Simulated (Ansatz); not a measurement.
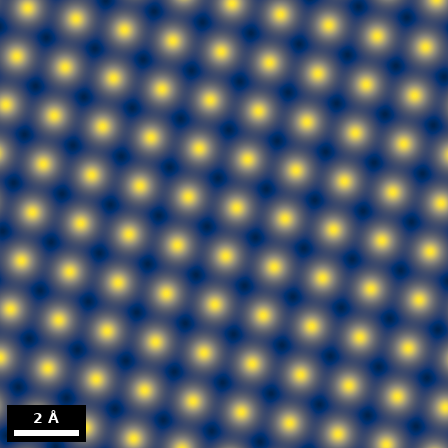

Projected-potential map of C (Fm-3m, No. 225) along [001]. Computed as the sum of neutral-atom potentials (tabulated electron scattering factors, B = 0.5 Å²) projected along the beam and smoothed by 0.25 Å; brighter is more positive. The display is stretched by a gamma of 0.6; percentages refer to the linear signal. Structure used: the geometry given to an electronic-structure calculation, possibly off equilibrium; the starting structure was generated, so it need not be a known form of this composition.

Question: Describe what the image shows.

Answer: The columns repeat on a square net with a repeat of 1.55 Å (plane group p4mm). All columns are alike (C). The shortest distance between visible columns is 1.55 Å in projection. Along the beam the structure repeats every 3.10 Å.

Question: What mean inner potential do neutral atoms give for this crystal?

Answer: About 16 V (the sum of the forward scattering factors over the cell volume; bonding usually lowers the true value).
